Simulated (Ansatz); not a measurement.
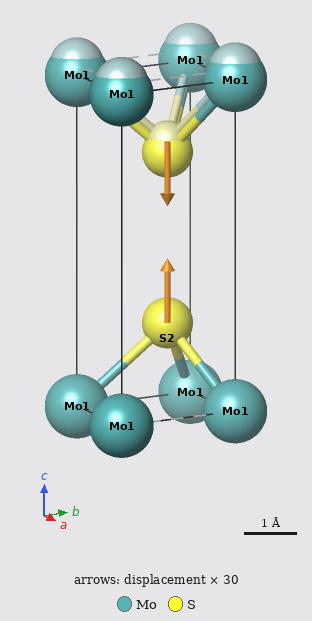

A crystal of MoS2 (set up in P-6m2), drawn pale, and a changed version of it, drawn solid. The orange arrows show how the atoms are displaced (without the part that the change of the cell carries along), magnified 30 times. Style: ball-and-stick. Shown: the cell of the calculation, slightly off an axis.

The calculation used Ansatz, DFT PBE+D3(BJ), scalar-relativistic, plane waves, PAW. Set-up: plane-wave cutoff 420 eV; k-point mesh 12 × 12 × 4; occupations gaussian; smearing width 0.02 eV; no spin polarisation.

> Describe the change and its computed effect.

Strain along c alone, −3.0 %, is applied. The other axes are held and the atoms relaxed. Energy change: +3.3 meV per atom. Pressure: 0.0 GPa before, 0.9 GPa after. The principal stresses (compression positive) are 2.1 GPa along c and 0.3 GPa across it. The gap on the k-mesh: 1.21 eV before, 1.02 eV after. The drawn cell changes as follows: a = b unchanged at 3.150 Å, c 6.648 → 6.448 Å (−3.0 %); the volume changes by −3.0 %. The largest moves relative to the cell, 0.042 Å, are those of S atoms. Mo stays in place. The space group stays P-6m2 (No. 187).
